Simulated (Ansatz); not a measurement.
# TaN/GaN/TaN under bias, part 3 of 4

What current flows through TaN/GaN/TaN, and is the curve linear and symmetric? Both electrodes are TaN rock salt(111); the barrier is GaN zinc blende(111) (whole bilayers). In the first transport cell, after relaxation, the nearest pair of electrode and barrier is Ta–N at 2.06 Å, along the normal, at the lower face and Ta–Ga at 3.04 Å, at a slant, at the upper one. All share a net of side 3.171 Å, which strains the lower electrode by +1.5 % and the barrier by -1.4 %, against typed lattice constants near PBE's. The first steps treat the bulk electrodes alone.

Ansatz 0.2.0; PBE DFT, plane waves, PAW files (the session's first sound run).

So far. Step 3 (Relaxation): The largest force component on a free atom ends at 0.038 eV/Å. The work functions of the outer faces are 5.63 and 5.74 eV.

## 4. The voltage sweep

This step: PBE DFT, plane waves, PAW files; current against voltage, self-consistent between two reservoirs (Ansatz 0.2.0).

System of this step: TaN/GaN/TaN. The cell holds 42 atoms: 18 Ta, 20 N and 4 Ga. Cell: a = 3.171 Å, b = 3.171 Å, c = 67.250 Å, α = 90.0°, β = 90.0°, γ = 120.0°. Regions: left electrode, 17 atoms (9 Ta and 8 N); barrier, 8 atoms (4 N and 4 Ga); right electrode, 17 atoms (9 Ta and 8 N). Vacuum lies along c.

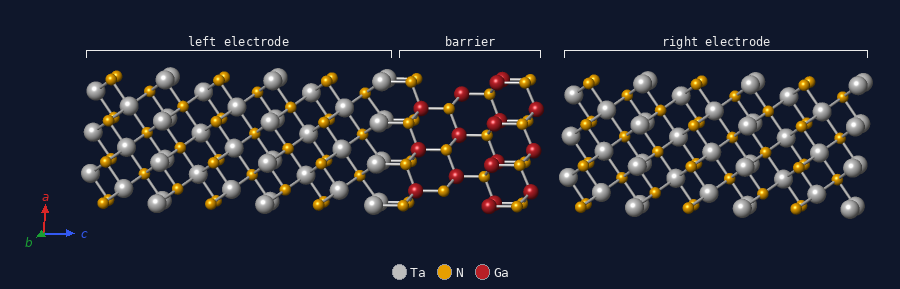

The cell of this step (tantalum light grey, nitrogen orange, gallium red). Bonds to atoms that aren't drawn are left out. 3×1×1 cells are drawn. Some periodic images of atoms are drawn too.

Under bias the potential drop changes the barrier, so density and potential are solved anew at each voltage between two reservoirs. The leads must hold the reservoirs as well as the screening charge.

Contents of input.yaml:

```yaml
crystal:
  lattice:
    - [3.171, 0.0, 0.0]
    - [-1.5855, 2.7461665554, 0.0]
    - [0.0, 0.0, 67.2503986594]
  atoms:
    - { symbol: Ta, position: [0.66666667, 0.33333333, 0.1040886023] }
    - { symbol: "N", position: [0.0, 0.0, 0.1226764184] }
    - { symbol: Ta, position: [0.33333333, 0.66666667, 0.1412642346] }
    - { symbol: "N", position: [0.66666667, 0.33333333, 0.1598520507] }
    - { symbol: Ta, position: [0.0, 0.0, 0.1784398669] }
    - { symbol: "N", position: [0.33333333, 0.66666667, 0.197027683] }
    - { symbol: Ta, position: [0.66666667, 0.33333333, 0.2156154991] }
    - { symbol: "N", position: [0.0, 0.0, 0.2342033153] }
    - { symbol: Ta, position: [0.33333333, 0.66666667, 0.2527911314] }
    - { symbol: "N", position: [0.66666667, 0.33333333, 0.2713789476] }
    - { symbol: Ta, position: [0.0, 0.0, 0.2899667637] }
    - { symbol: "N", position: [0.33333333, 0.66666667, 0.3085545799] }
    - { symbol: Ta, position: [0.66666667, 0.33333333, 0.327142396] }
    - { symbol: "N", position: [0.0, 0.0, 0.3457302122] }
    - { symbol: Ta, position: [0.33333333, 0.66666667, 0.3643180283] }
    - { symbol: "N", position: [0.66666667, 0.33333333, 0.3829058444] }
    - { symbol: Ta, position: [0.0, 0.0, 0.402693235] }
    - { symbol: "N", position: [0.0, 0.0, 0.4333150222] }
    - { symbol: Ga, position: [0.33333333, 0.66666667, 0.4435073014] }
    - { symbol: "N", position: [0.33333333, 0.66666667, 0.4724891765] }
    - { symbol: Ga, position: [0.66666667, 0.33333333, 0.4828808894] }
    - { symbol: "N", position: [0.66666667, 0.33333333, 0.5118143484] }
    - { symbol: Ga, position: [0.0, 0.0, 0.5222060614] }
    - { symbol: "N", position: [0.0, 0.0, 0.5511395204] }
    - { symbol: Ga, position: [0.33333333, 0.66666667, 0.5628364257] }
    - { symbol: Ta, position: [0.66666667, 0.33333333, 0.5988432606] }
    - { symbol: "N", position: [0.0, 0.0, 0.6170941556] }
    - { symbol: Ta, position: [0.33333333, 0.66666667, 0.6356819717] }
    - { symbol: "N", position: [0.66666667, 0.33333333, 0.6542697878] }
    - { symbol: Ta, position: [0.0, 0.0, 0.672857604] }
    - { symbol: "N", position: [0.33333333, 0.66666667, 0.6914454201] }
    - { symbol: Ta, position: [0.66666667, 0.33333333, 0.7100332363] }
    - { symbol: "N", position: [0.0, 0.0, 0.7286210524] }
    - { symbol: Ta, position: [0.33333333, 0.66666667, 0.7472088686] }
    - { symbol: "N", position: [0.66666667, 0.33333333, 0.7657966847] }
    - { symbol: Ta, position: [0.0, 0.0, 0.7843845009] }
    - { symbol: "N", position: [0.33333333, 0.66666667, 0.802972317] }
    - { symbol: Ta, position: [0.66666667, 0.33333333, 0.8215601331] }
    - { symbol: "N", position: [0.0, 0.0, 0.8401479493] }
    - { symbol: Ta, position: [0.33333333, 0.66666667, 0.8587357654] }
    - { symbol: "N", position: [0.66666667, 0.33333333, 0.8773235816] }
    - { symbol: Ta, position: [0.0, 0.0, 0.8959113977] }
kpoints:
  mp_grid: { grid: [12, 12, 1] }
scf:
  occupations: { method: fermi_dirac, width: 0.1 }
  max_iter: 150
hamiltonian:
  xc: pbe
output:
  current_voltage:
    bias: [0.3, 1.0, -0.3, -1.0]
    kmesh: [18, 18]
    leads: [[7, 9], [33, 35]]
    electrode_ends: [16, 25]
  write_potential: true
  write_density: true
  volumetric_format: npy
  elf: true
```

The run is started by

```
> ansatz run input.yaml --threads 4 --pin off --max-ram 16384MiB --backend cpu --events-out ev --progress --plain --runs-dir out
```

Numbers of over 12 decimals in the logs are rounded to 6 here.

The log of the run:

```text
[...]
Crystal: 42 atoms, lattice volume = 585.623 Å³
Basis set: ecut = 420 eV, 11433 PW (Γ)
Bands: 235, of which v1, the nominal top of the filled ones, is band 193 counted from 1 (192 counted from 0)
Symmetry: 6 space group operations
[...]
k-points: 19 of 144 (time reversal used)
[...]
SCF iter   1: F=—  HF=-201619.602193 eV  |F-HF|=—  |Δ(HF+E_count)|=         —  Δρ=1.17e-2  dr2=1.03e2  ethr=1.77e-3  ⟨swp⟩=7.5  Hψ=20554  notcnv=0  defer=4
[...]
SCF iter  10: F=-201619.054355 eV  HF=-201619.054355 eV  |F-HF|=1.59e-8  |Δ(HF+E_count)|=   6.34e-9  Δρ=8.92e-7  dr2=1.90e-8  ethr=2.59e-11  ⟨swp⟩=13.8  Hψ=14608  notcnv=0
SCF 1 converged in 10 iterations: F = -201619.054355 eV  dr2 = 1.90e-8
[...]
bias +0 V, iteration  1: dr2 4.31e-2 eV, mean Fermi level 14.5835 eV
bias +0 V, iteration  2: dr2 2.49e-3 eV, mean Fermi level 14.5897 eV
bias +0 V, iteration  3: dr2 3.49e-4 eV, mean Fermi level 14.5892 eV
bias +0 V, iteration  4: dr2 4.38e-5 eV, mean Fermi level 14.5897 eV
bias +0 V, iteration  5: dr2 3.15e-6 eV, mean Fermi level 14.5897 eV
bias +0 V, iteration  6: dr2 3.31e-7 eV, mean Fermi level 14.5897 eV
bias +0 V, iteration  7: dr2 8.48e-8 eV, mean Fermi level 14.5897 eV
bias +0.3 V, iteration  1: dr2 1.32e2 eV, mean Fermi level 14.5868 eV
bias +0.3 V, iteration  2: dr2 1.96e1 eV, mean Fermi level 14.5898 eV
bias +0.3 V, iteration  3: dr2 3.28e-1 eV, mean Fermi level 14.5890 eV
bias +0.3 V, iteration  4: dr2 1.45e-3 eV, mean Fermi level 14.5900 eV
bias +0.3 V, iteration  5: dr2 1.06e-4 eV, mean Fermi level 14.5903 eV
bias +0.3 V, iteration  6: dr2 1.16e-5 eV, mean Fermi level 14.5904 eV
bias +0.3 V, iteration  7: dr2 8.70e-6 eV, mean Fermi level 14.5905 eV
bias +0.3 V, iteration  8: dr2 8.21e-7 eV, mean Fermi level 14.5905 eV
bias +0.3 V, iteration  9: dr2 1.46e-7 eV, mean Fermi level 14.5905 eV
bias +0.3 V, iteration 10: dr2 2.14e-8 eV, mean Fermi level 14.5905 eV
bias +1 V, iteration  1: dr2 2.51e2 eV, mean Fermi level 14.5875 eV
bias +1 V, iteration  2: dr2 3.49e1 eV, mean Fermi level 14.5965 eV
bias +1 V, iteration  3: dr2 9.11e-1 eV, mean Fermi level 14.5964 eV
bias +1 V, iteration  4: dr2 6.03e-2 eV, mean Fermi level 14.5950 eV
bias +1 V, iteration  5: dr2 1.33e-2 eV, mean Fermi level 14.5935 eV
bias +1 V, iteration  6: dr2 7.29e-4 eV, mean Fermi level 14.5935 eV
bias +1 V, iteration  7: dr2 1.06e-4 eV, mean Fermi level 14.5933 eV
bias +1 V, iteration  8: dr2 1.15e-5 eV, mean Fermi level 14.5936 eV
bias +1 V, iteration  9: dr2 2.60e-6 eV, mean Fermi level 14.5936 eV
bias +1 V, iteration 10: dr2 1.25e-7 eV, mean Fermi level 14.5936 eV
bias +1 V, iteration 11: dr2 1.74e-8 eV, mean Fermi level 14.5937 eV
bias -0.3 V, iteration  1: dr2 7.89e-3 eV, mean Fermi level 14.5884 eV
bias -0.3 V, iteration  2: dr2 1.11e-3 eV, mean Fermi level 14.5884 eV
bias -0.3 V, iteration  3: dr2 1.25e-5 eV, mean Fermi level 14.5881 eV
bias -0.3 V, iteration  4: dr2 3.03e-6 eV, mean Fermi level 14.5882 eV
bias -0.3 V, iteration  5: dr2 4.18e-7 eV, mean Fermi level 14.5881 eV
bias -0.3 V, iteration  6: dr2 1.45e-7 eV, mean Fermi level 14.5881 eV
bias -0.3 V, iteration  7: dr2 3.46e-8 eV, mean Fermi level 14.5881 eV
bias -1 V, iteration  1: dr2 2.52e2 eV, mean Fermi level 14.5800 eV
bias -1 V, iteration  2: dr2 4.01e1 eV, mean Fermi level 14.5893 eV
bias -1 V, iteration  3: dr2 2.83e0 eV, mean Fermi level 14.5885 eV
bias -1 V, iteration  4: dr2 1.32e-1 eV, mean Fermi level 14.5862 eV
bias -1 V, iteration  5: dr2 1.39e-2 eV, mean Fermi level 14.5849 eV
bias -1 V, iteration  6: dr2 1.55e-3 eV, mean Fermi level 14.5841 eV
bias -1 V, iteration  7: dr2 1.08e-4 eV, mean Fermi level 14.5841 eV
bias -1 V, iteration  8: dr2 1.07e-5 eV, mean Fermi level 14.5842 eV
bias -1 V, iteration  9: dr2 1.49e-6 eV, mean Fermi level 14.5843 eV
bias -1 V, iteration 10: dr2 2.68e-7 eV, mean Fermi level 14.5843 eV
bias -1 V, iteration 11: dr2 3.08e-8 eV, mean Fermi level 14.5844 eV
transmission: 193 of 1887 steps passed
transmission: 381 of 1887 steps passed
[...]
transmission: 1887 of 1887 steps passed
WARN: The output density's exchange-correlation potential varies sharply where the density is thin. Do not read a vacuum level from v_tot or v_xc, or from such a field of the output density. On a cell that repeats whose density bears no net charge and no dipole along the vacuum's axis use v_es (v_loc + v_h of the components); under efield.dipole_correction with no amplitude use v_es + v_field, which holds any externa [...]
SCF converged after 10 iterations
Free energy (F): -201619.054355 eV
[...]
Internal energy: -201618.498356 eV  (E = F + TS)
E sigma→0 (E₀):  -201618.776356 eV
Entropy (-TS):   -0.555999 eV (-13.238 meV/atom)
Fermi energy:    14.588882 eV
[...]
--- Band table (eV; the first three rows and the last of 19) ---
  k-point 0: bands = [... 189 lower, 13.3119, 13.3700, 13.4828, 13.5623, 13.5623, 13.5963, 13.8057, 13.8160, ... 38 higher]
  k-point 1: bands = [... 189 lower, 13.4857, 13.4978, 13.5304, 13.6026, 13.6611, 13.6902, 13.7995, 13.8812, ... 38 higher]
  k-point 2: bands = [... 189 lower, 13.6375, 13.8329, 13.9609, 14.0121, 14.0139, 14.0249, 14.0870, 14.1687, ... 38 higher]
  k-point 18: bands = [... 189 lower, 14.2271, 14.2396, 14.2609, 14.6203, 14.7112, 14.7118, 14.7717, 14.8122, ... 38 higher]
--- Current–voltage curve ---
  leads      : [7, 9] from 7.00 to 25.75 and [33, 35] from 41.50 to 60.25 Å, reservoirs outside 18.93 and 48.32
  electrodes : end at 27.08 and 40.27 Å
  density    : 309 bands, filled at a thermal energy of 1.000e-1 eV; current at 300 K
  bias (V)   current (A)   every other point   every other energy   edges, levels   drop (V)   electrons moved   misfit (meV)   iterations
        +0      0.0000e0            0.0000e0             0.0000e0        0.0000e0     +0.000            0.00e0           24.9   7
      +0.3     2.8378e-7           1.9947e-7            2.8720e-7      8.9285e-12     +0.296           2.10e-3           23.8   10
        +1     2.4129e-7           2.4373e-7            2.4340e-7      2.8838e-10     +0.991           7.57e-3           34.4   11
      -0.3    -1.7407e-7          -1.9398e-7           -1.7724e-7      2.1685e-11     -0.296          -2.26e-3           24.7   7
        -1    -1.5659e-7          -1.5500e-7           -1.5649e-7      8.7051e-12     -0.991          -7.54e-3           24.7   11
  At 0 V the conductance is 2.6253e-6 S, 3.0148e13 S/m².
```

Elapsed: 40 min, on 4 threads of Arm Neoverse V1, shared host; peak memory 6.1 GiB.

Reading the cycles: dr2 is the Hartree energy of the density residual (eV), the measure of convergence; HF is the Harris–Foulkes estimate of the energy, which meets the free energy F at convergence.

This step gave:

* free energy: -201619.0544 eV
* Fermi energy: 14.59 eV
* conductance at zero bias: 3.01e13 S/m²

Checks by voltage:

```tsv
bias (V)	current density (ampere/m²)	current on every other mesh point (ampere)	drop across the junction (V)	electrons moved	electrons in bound states	misfit, lower lead (eV)	misfit, upper lead (eV)	iterations
-1	-1.80e12	-1.55e-7	-0.9907	-0.007539	6.41e-4	0.02029	0.02465	11
-0.3	-2.00e12	-1.94e-7	-0.2963	-0.002262	6.33e-5	0.01711	0.02473	7
0	0	0	0	0	0	0.02108	0.02487	7
0.3	3.26e12	1.99e-7	0.2963	0.002105	5.96e-5	0.02136	0.02377	10
1	2.77e12	2.44e-7	0.9905	0.007573	2.47e-4	0.02206	0.03442	11
```

Cell area 8.708 Å^2. Table of current through one cell by bias:

```tsv
bias (V)	current through one cell (nA)
-1.000	-157
-0.300	-174
0.000	0
0.300	284
1.000	241
```

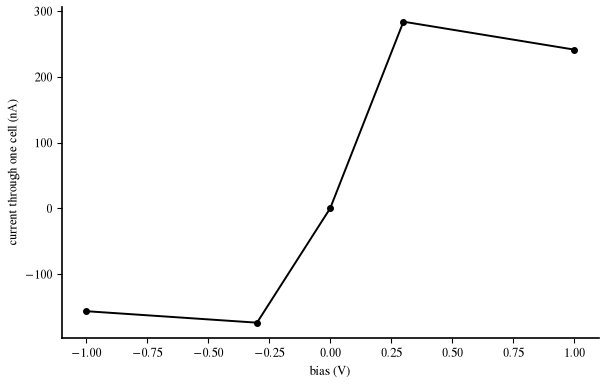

Current through one cell against bias.

Bias 0 V. Table of transmission and channels, zone mean by energy, zero at the mean Fermi level:

```tsv
energy (eV)	transmission	channels, left	channels, right
-0.259	0.00469	1.83	1.83
-0.233	0.00514	1.83	1.83
-0.207	0.00578	1.78	1.78
-0.181	0.00630	1.78	1.78
-0.155	0.00579	1.74	1.74
-0.129	0.00596	1.69	1.70
-0.103	0.00557	1.76	1.76
-0.078	0.00652	1.80	1.80
-0.052	0.0142	1.81	1.81
-0.026	0.0209	1.81	1.81
0.000	0.0311	1.81	1.81
0.026	0.0482	1.94	1.98
0.052	0.0526	2.02	2.04
0.078	0.0614	2	2
0.103	0.0692	1.96	1.93
0.129	0.0729	1.90	1.90
0.155	0.0975	1.93	1.93
0.181	0.0698	1.84	1.84
0.207	0.0406	1.77	1.73
0.233	0.0411	1.84	1.84
0.259	0.0373	1.86	1.86
```

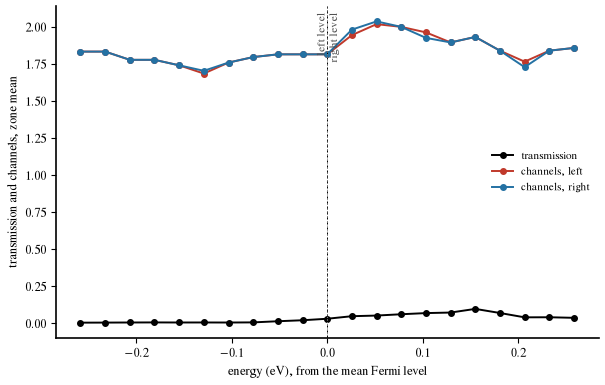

Transmission and channels, zone mean, plotted against energy.

Bias 1 V. Table of transmission and channels, zone mean by energy, zero at the mean Fermi level:

```tsv
energy (eV)	transmission	channels, left	channels, right
-0.698	0.00143	1.44	1.78
-0.595	0.00115	1.54	1.76
-0.491	0.00105	1.5	1.83
-0.414	0.00112	1.57	2
-0.388	0.00131	1.56	1.96
-0.310	0.00161	1.67	1.84
-0.207	0.00135	1.72	1.88
-0.103	0.00192	1.76	2.01
0.000	0.00203	1.76	2.10
0.103	0.00399	1.83	1.99
0.181	0.00322	1.85	2.14
0.207	0.00325	1.83	2.25
0.310	0.00432	1.81	2.19
0.388	0.00398	1.76	2.28
0.491	0.0199	1.83	2.38
0.569	0.00948	2.02	2.45
0.595	0.00571	2	2.51
0.646	0.0212	1.90	2.64
0.698	0.00616	1.77	2.71
```

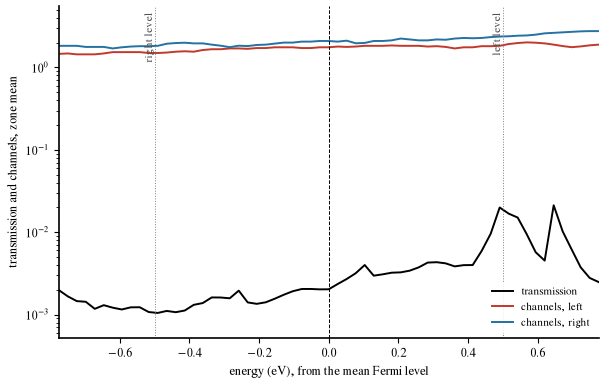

Transmission and channels, zone mean against energy.

Bias -1 V. Transmission and channels, zone mean against energy, zero at the mean Fermi level:

```tsv
energy (eV)	transmission	channels, left	channels, right
-0.698	0.00269	1.80	1.44
-0.595	0.00242	1.76	1.54
-0.491	0.00251	1.83	1.5
-0.414	0.00219	2.02	1.57
-0.388	0.00253	2	1.56
-0.310	0.00225	1.84	1.67
-0.284	0.00261	1.77	1.70
-0.207	0.00211	1.88	1.72
-0.103	0.00154	2.01	1.76
0.000	0.00151	2.10	1.76
0.026	0.00221	2.06	1.80
0.103	0.00192	1.99	1.83
0.181	0.00163	2.14	1.87
0.207	0.00178	2.21	1.83
0.310	0.00179	2.21	1.78
0.388	0.00202	2.25	1.76
0.491	0.00292	2.38	1.83
0.517	0.00406	2.40	1.93
0.569	0.00345	2.41	2.02
0.595	0.00366	2.49	1.96
0.672	0.00805	2.67	1.84
0.698	0.00383	2.67	1.77
```

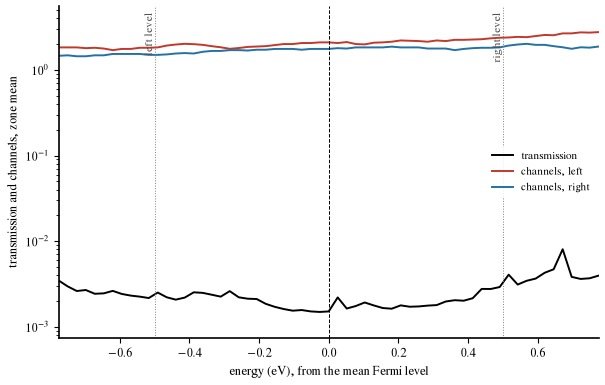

Transmission and channels, zone mean, plotted against energy.

Table of Hartree potential energy less that at 0 V, planar mean by z:

```tsv
z (Å)	0.3 V (eV)	1 V (eV)	-0.3 V (eV)	-1 V (eV)
0	0.00538	0.00673	0.00265	-0.0031
5	0.143	0.478	-0.137	-0.471
10	0.151	0.504	-0.152	-0.507
15	0.150	0.504	-0.150	-0.500
20	0.150	0.503	-0.150	-0.500
25	0.149	0.502	-0.150	-0.503
30	0.105	0.373	-0.112	-0.379
35	-0.0495	-0.167	0.0405	0.147
40	-0.148	-0.498	0.146	0.496
45	-0.148	-0.494	0.148	0.493
50	-0.142	-0.472	0.148	0.494
55	-0.149	-0.494	0.148	0.494
60	-0.150	-0.497	0.148	0.493
65	-0.0595	-0.214	0.0678	0.219
```

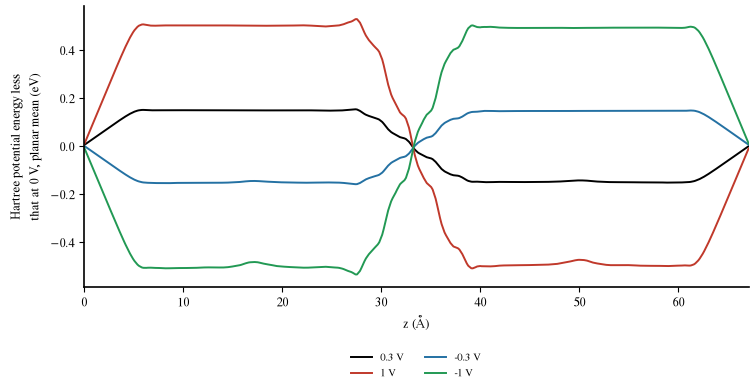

Hartree potential energy less that at 0 V, planar mean against z.

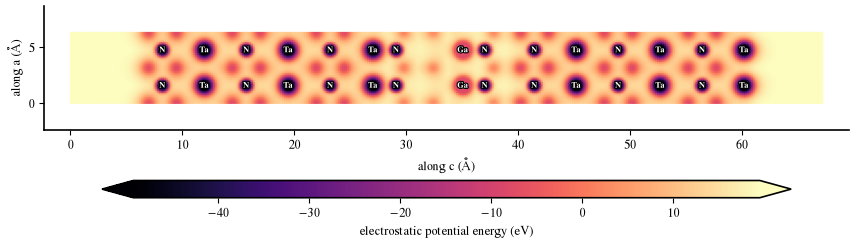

Electrostatic potential energy in the ca plane at fractional y = 0.000, with atoms of N and Ta and Ga within 0.2 Å of it. With pseudopotentials it is smooth inside the atoms' cores, unlike the true potential. The map starts off the cell's origin, so that atoms lie inside it.

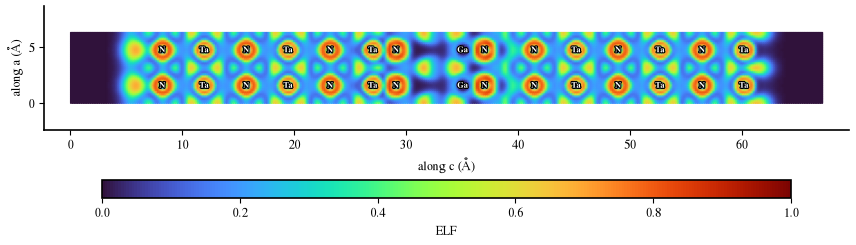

ELF in the ca plane at fractional y = 0.000, with atoms of N and Ta and Ga within 0.2 Å of it. It is the smooth field of the valence electrons, not physical close to the nuclei. The map starts off the cell's origin, so that atoms lie inside it.

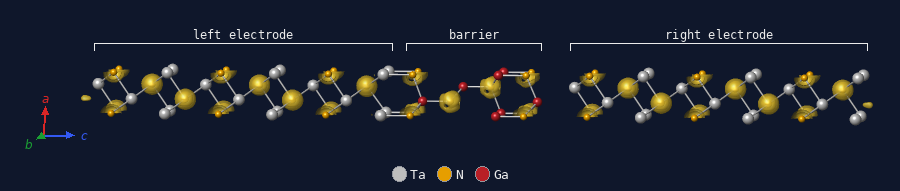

Surface of ELF = 0.78. Bonds to atoms that aren't drawn are left out.

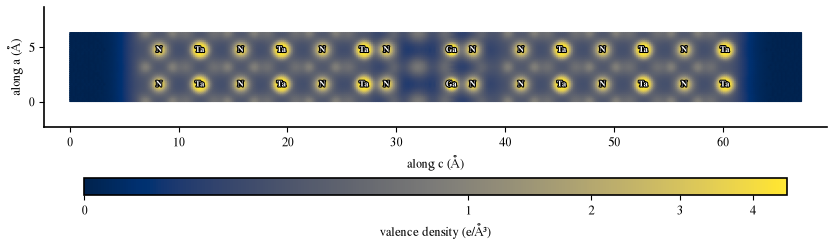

Valence density in the ca plane at fractional y = 0.000, with atoms of N and Ta and Ga within 0.2 Å of it. It is the smooth field of the valence electrons, not physical close to the nuclei. The map starts off the cell's origin, so that atoms lie inside it. The colour scale is stretched toward low values.

All 5 points reached self-consistency. On every other mesh point the currents change by up to 30 %. The leads' potential repeats within 34 meV.

(Part 3 of 4 ends here.)

[Logs are printed without paths, hosts, clocks, repeated set-up lines and the standing remarks that a program may print on its own settings, such as how far it seeks lower states.]

[Hosts, paths, dates, database ids (printed as entryN), source tags and the programs' standing remarks are cut or masked in the printed files.]
